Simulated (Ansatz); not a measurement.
System: PbS, space group P6_3/mmc, 4 atoms in the cell, relaxed with r2SCAN; a = 4.997 Å, c = 5.997 Å (hexagonal axes). Starting point: r2SCAN, Ansatz PAW set, no spin polarisation, no spin-orbit coupling, 6×6×2 k mesh, 500 eV cutoff, fixed occupations (Ansatz 0.2.0). Many-body step: G0W0 with empty bands 210, screening cutoff 80 eV and frequency treatment contour deformation.

In r2SCAN the smallest gap over these k points is 1.71 eV, with direct gaps of 1.71 eV at H, 2.55 eV at L and 3.69 eV at K.

**What does G0W0 give?**

Over the k points that were corrected, the smallest gap goes from 1.71 eV in r2SCAN (direct at H) to 1.87 eV in G0W0 (direct at H), a change of +0.16 eV (+9 %). Counted from the valence top, the lowest empty level moves by +0.16 eV at H, +0.20 eV at L and +0.24 eV at K; over the 12 points that were corrected the shifts run from +0.10 to +0.24 eV: a spread of 0.14 eV on a mean of 0.17 eV, so one scissor shift describes this level only roughly. Only two empty levels a point were corrected, so a higher one could drop under them. The top filled level also moves against the valence top, by −0.10 eV at (0.00, 0.17, −0.50). The quasiparticle weight (renormalisation factor) lies between 0.71 and 0.79 for the top filled and first empty levels.

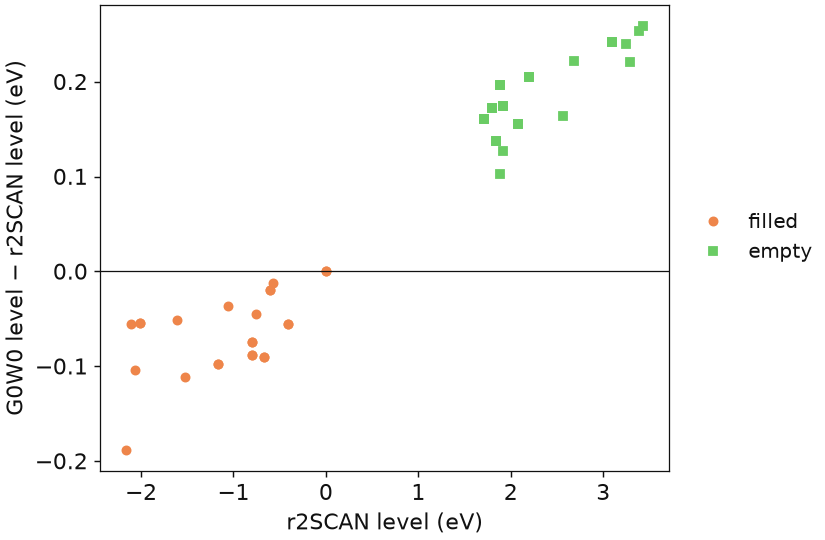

Change of each level from r2SCAN to G0W0 against its r2SCAN energy, both sets counted from their own valence top.

| k point | r2SCAN direct gap (eV) | G0W0 direct gap (eV) |
| --- | --- | --- |
| H | 1.71 | 1.87 |
| L | 2.55 | 2.83 |
| K | 3.69 | 3.96 |

The k mesh is coarse (spacing up to 0.52 Å⁻¹), so the values aren't converged. Spin-orbit coupling is left out, which matters for Pb. The PAW data sets were made with another functional. The usual form of PbS is rocksalt. Bands, cutoffs and mesh are finite, so these values aren't at the basis limit.
